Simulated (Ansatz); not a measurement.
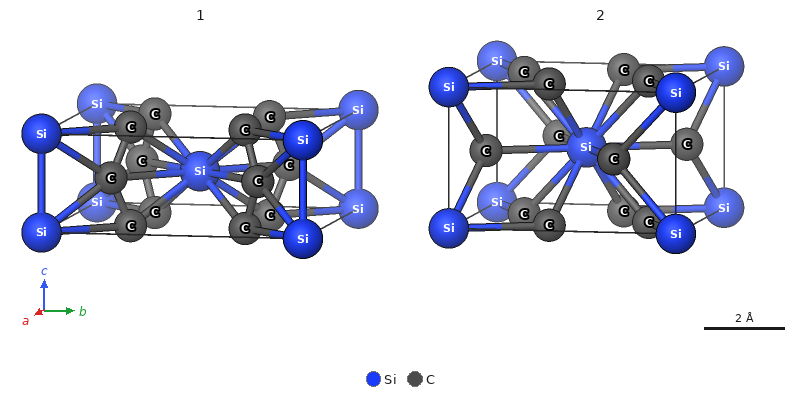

Two geometries of solid SiC$_{4}$ (a generated structure, set up in I4/m) (coarse preliminary run), drawn at one scale. One is the start of a relaxation, the other its converged end. A ball-and-stick model of the conventional cell (2 times the calculation's cell), seen slightly off an axis. Lengths and directions refer to the drawn axes.

Method: Ansatz 0.2.0, DFT PBE, scalar-relativistic, plane waves, PAW. (plane-wave cutoff 420 eV; k-point mesh 6 × 6 × 6; occupations gaussian; smearing width 0.1 eV; no spin polarisation; cell and atoms relaxed; force threshold 0.04 eV/Å; at most 70 steps)

Question: Which one is relaxed?

Answer: Structure 1 is the relaxed one. The largest moves relative to the cell, 0.94 Å, are those of C atoms. Si stays in place. The volume changes by −7.5 %, with a = b 5.829 → 6.711 Å (+15.1 %), c 3.572 → 2.492 Å (−30.2 %). Among the contacts that change: C–C 2.543 → 1.375 Å, Si–Si 3.572 → 2.492 Å, C–Si 2.550 → 2.426 Å, C–Si 2.611 → 2.664 Å. New bonds form, among them: C–C (2.54 → 1.38 Å). The space group (tolerance 0.01 Å) goes from I4/m (No. 87) to I4/mmm (No. 139). Over 16 accepted moves (19 points after the start) the energy falls by 2670 meV per atom. The largest force component goes from 0.55 to 0.0043 eV/Å. The pressure goes from −26.95 to 0.11 GPa. The line search rejected the trial step at point 16 of the run. The SCF was repeated twice at an unchanged geometry on a basis and grid sized afresh for the cell, which shifted the energy by 15.3 meV per atom at most.

Limits of the set-up: layers or molecules are held without a dispersion correction, so their spacing is unreliable.
